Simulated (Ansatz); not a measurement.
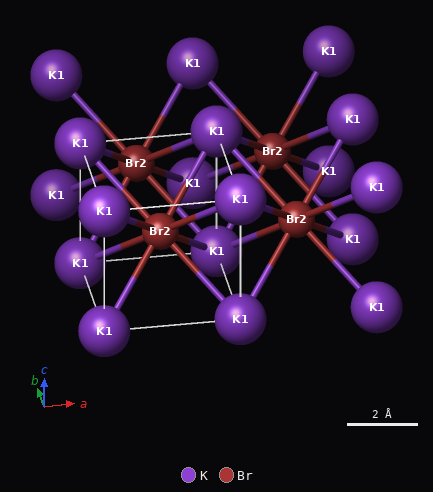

Fig. 1: The input geometry (ball-and-stick view of the cell of the calculation, repeated 2 × 2 × 1, seen at an oblique angle; atoms are numbered from 1 in the order of the input).

## Single-point calculation of KBr

- system: KBr (2 atoms in the cell)
- method: DFT, r2SCAN, plane waves, PAW, no spin polarisation (Ansatz 0.2.0)

The structure was built on a prototype by a generator. The geometry comes from this level: r2SCAN. It belongs to a series of runs on one base structure; here: kpoints.mp_grid.grid = [2, 2, 2]. Figures and captions count atoms from 1; the log counts them from 0 in places.

**The input**
```yaml
crystal:
  lattice:
    - [3.9763217797, 0.0, 0.0]
    - [0.0, 3.9763217797, 0.0]
    - [0.0, 0.0, 3.9763217797]
  atoms:
    - { symbol: K, position: [0.0, 0.0, 0.0] }
    - { symbol: Br, position: [0.5, 0.5, 0.5] }
kpoints:
  mp_grid: { grid: [2, 2, 2] }
hamiltonian:
  xc: r2scan
scf:
  occupations: { method: fixed }
  n_extra_bands: 4
output:
  forces: true
  stress: true
  eigenvalues: true
```

Machine: 4 threads of an x86-64 CPU, shared host.

Run as:
```bash
ansatz run input.yaml --threads 4 --pin off --max-ram 3686MiB --backend cpu --events-out ev --progress --plain --runs-dir out
```

**Output**
```
scf.n_extra_bands = 4 over 8 filled bands (N_el = 16.0): the run solves 12 bands
Engine: ansatz 0.2.0, x86_64-unknown-linux-gnu
Pseudopotentials: kind: paw
Pseudopotential: K, paw, valence charge 9, recommended cutoff 500 eV (meta_gga), K.paw.azcp
Pseudopotential: Br, paw, valence charge 7, recommended cutoff 500 eV (meta_gga), Br.paw.azcp
Functional definition: r2SCAN
  parameter k0 = 0.174
  parameter k1 = 0.065
  parameter a1 = 4.9479
  exchange = r2scan_x(k0 = k0, k1 = k1, a1 = a1)
  correlation = r2scan_c
Crystal: 2 atoms, lattice volume = 62.870 Å³
Basis set: ecut = 500 eV, 1575 PW (Γ), exchange–correlation on 120×120×120 points (64 copies of the dense FFT grid, shifted against one another)
Bands: 12, of which v1, the nominal top of the filled ones, is band 8 counted from 1 (7 counted from 0)
Symmetry: 48 space group operations
Space group: Pm-3m (ITA 221), of the structure as read, at distance tolerance 4.0e-5 Å
k-points: 4 of 8
Non-local potential: K, projectors of the file, l = 0: 3, l = 1: 2, l = 2: 2
Non-local potential: Br, projectors of the file, l = 0: 2, l = 1: 2, l = 2: 2
PAW form: soft (Blöchl's): semilocal exchange-correlation on the pseudo side does not see the compensation charge
PAW frozen core: K, regenerated for the run's functional (the file was generated under x = pbe(κ = 0.804, μ = 0.2195149727645171), c = pbe(β = 0.06672455060314922))
PAW frozen core: Br, regenerated for the run's functional (the file was generated under x = pbe(κ = 0.804, μ = 0.2195149727645171), c = pbe(β = 0.06672455060314922))
PAW one-centre angular grid: K, 302 points (default); XC on 160 Gauss nodes
PAW one-centre angular grid: Br, 302 points (default); XC on 160 Gauss nodes
Initial density: superposition of atomic densities (neutral atoms: chi_scale 0, normalization atom), corrected by the library's trained network
Initial wavefunctions: pseudopotential atomic-orbital guess
Functional: x = r2scan, c = r2scan; τ floored in thin density (d = 2e-4 eV/Å³)
SCF iter   1: F=—  HF=-4338.902299 eV  |F-HF|=—  |Δ(HF+E_count)|=         —  Δρ=5.17e-3  dr2=3.03e-2  dr2_τ=5.15e-3  ethr=1.77e-3  ⟨swp⟩=5.0  Hψ=258  notcnv=0  defer=6
preconditioner: auto → none  [insulator: Δε(μ)=4.825 eV  Ē_g=15.574 eV  n_scr=6 (ndim 8)  ℏωp=17.5 eV  f_vac=0.004  ε∞_Penn≈2.3]
SCF iter   2: F=—  HF=-4338.912574 eV  |F-HF|=—  |Δ(HF+E_count)|=   1.03e-2  Δρ=1.63e-3  dr2=1.04e-3  dr2_τ=2.89e-4  ethr=1.89e-4  ⟨swp⟩=3.2  Hψ=123  notcnv=0  defer=6
SCF iter   3: F=—  HF=-4338.913210 eV  |F-HF|=—  |Δ(HF+E_count)|=   6.36e-4  Δρ=7.09e-4  dr2=1.90e-4  dr2_τ=9.19e-6  ethr=6.49e-6  ⟨swp⟩=3.0  Hψ=82  notcnv=0  defer=6
SCF iter   4: F=—  HF=-4338.913342 eV  |F-HF|=—  |Δ(HF+E_count)|=   1.32e-4  Δρ=5.47e-5  dr2=1.12e-6  dr2_τ=6.37e-7  ethr=1.19e-6  ⟨swp⟩=2.0  Hψ=70  notcnv=0  defer=6
SCF iter   5: F=—  HF=-4338.913330 eV  |F-HF|=—  |Δ(HF+E_count)|=   1.14e-5  Δρ=1.32e-5  dr2=4.98e-8  dr2_τ=1.59e-8  ethr=6.99e-9  ⟨swp⟩=2.2  Hψ=81  notcnv=0  defer=2
SCF iter   6: F=-4338.913331 eV  HF=-4338.913331 eV  |F-HF|=7.73e-10  |Δ(HF+E_count)|=   1.29e-7  Δρ=1.03e-6  dr2=5.34e-10  dr2_τ=2.98e-10  ethr=3.11e-10  ⟨swp⟩=5.5  Hψ=322  notcnv=0
SCF 1 converged in 6 iterations: F = -4338.913331 eV  dr2 = 5.34e-10
  greatest PAW one-centre occupation: 0.989 electrons in one spin orbital (limit 2), on the K atom at site 0 (counted from 0), in its partial waves of l = 0
```

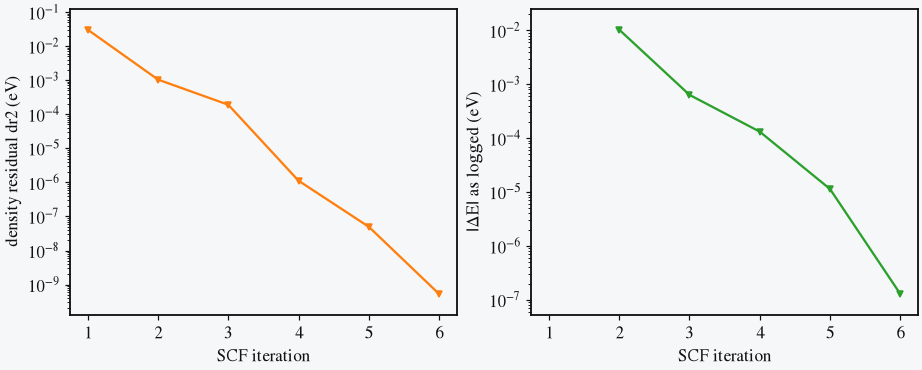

Fig. 2: Convergence of the self-consistent field: density residual dr2 and size of the energy change against the SCF iteration. The residual falls at every step.

```
SCF converged after 6 iterations
Free energy (F): -4338.913331 eV
Harris-Foulkes:  -4338.913331 eV  (|F-HF|=7.73e-10)
Internal energy: -4338.913331 eV  (E = F + TS)
E sigma→0 (E₀):  -4338.913331 eV
Fermi energy:    2.479574 eV
--- Per-component energies (eV) ---
  E_band       = -127.505607
  E_kinetic    = 390.289819
  E_local      = -753.781638  (includes V_loc(G=0)·N_el)
  E_nonlocal   = 82.459996
  E_hartree    = 237.562307
  E_xc         = -386.414827
  E_vxc        = -303.139820  (∫ρ·V_xc dr)
  E_paw        = -3057.852253  (= ΣΔE_a)
  E_vpaw       = -35.538111  (= ΣTr[D̂ρ^β])
  E_aug_tail   = -0.000002  (compensation charges beyond the density's cutoff)
  E_vtau       = 17.079989  (kinetic-family band-sum trace: ∫τ·v_τ [+ j·A + Jᵃ·Aᵃ] dr)
  E_ewald      = -850.822355
  E_core_change = -0.354379  (= ΣΔE_core)
  E_smearing   = -0.000000  (= −TS)
  E_closure    = -0.000000  (closes the sum)
  Σ components = -4338.913331   (vs F -4338.913331, Δ=0.00e0)
--- Forces (eV/Å), atoms counted from 1 ---
  atom   1  K      0.00000000    -0.00000000    -0.00000000
  atom   2  Br    -0.00000000    -0.00000000     0.00000000
  max |Σ_I F_I| component: 4.37e-23 eV/Å
--- Stress (GPa, compression-positive) ---
        1.634227       0.000000       0.000000
        0.000000       1.634227       0.000000
        0.000000       0.000000       1.634227
  P = ⅓ Tr σ = 1.6342 GPa (16.342 kbar)
--- Band table (eV) ---
  k-point 0: bands = ["-27.4177", "-10.8037", "-10.0661", "-10.0661", "-10.0661", "2.1935", "2.1935", "2.1935", "7.1385", "8.6942", "8.6942", "12.8071"]
  k-point 1: bands = ["-27.4055", "-11.0310", "-10.0431", "-10.0431", "-9.7916", "0.3537", "2.2157", "2.2157", "9.7790", "10.0785", "11.0340", "11.9962"]
  k-point 2: bands = ["-27.3942", "-10.5061", "-10.2299", "-10.2299", "-10.0261", "0.9572", "0.9572", "2.4796", "8.1740", "9.6305", "11.1017", "11.1017"]
  k-point 3: bands = ["-27.3833", "-10.3519", "-10.1905", "-10.1905", "-10.1905", "0.8958", "0.8958", "0.8958", "10.4835", "10.4835", "10.4835", "12.7133"]
```

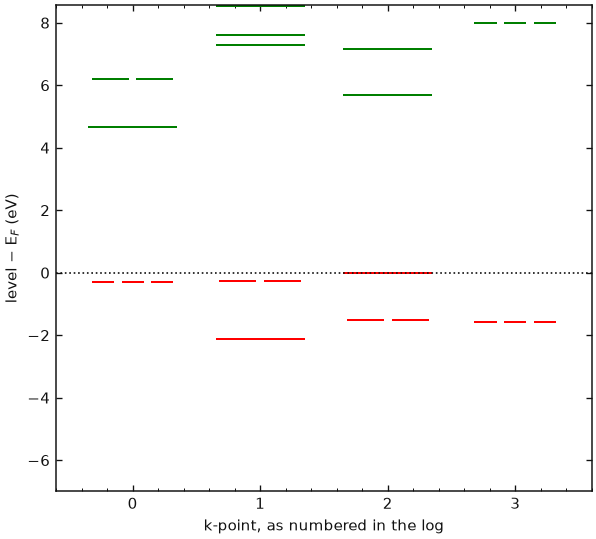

Fig. 3: Kohn–Sham levels near the Fermi level (dotted) at the few k-points that the log prints; levels within 0.02 eV of each other stand side by side. Among these points the highest filled and lowest empty levels are 4.66 eV apart, which is the gap on the mesh.

**Summary**

- outcome: converged
- space group (tolerance 0.01 Å): Pm-3m (221)
- electrons treated: 16
- free energy: −4338.9133 eV
- Fermi energy: 2.480 eV
- gap on the k-point mesh: 4.66 eV
- pressure: 1.63 GPa
- largest force (length of the vector): under 0.001 eV/Å
- wall time: 4.2 s (CPU time 4.3 s)
- peak memory: 0.42 GiB

Settings chosen away from the usual ones: kpoints.mp_grid.grid = [2, 2, 2]. The k-point mesh is coarse for a cell of this size, so the results may not be converged.
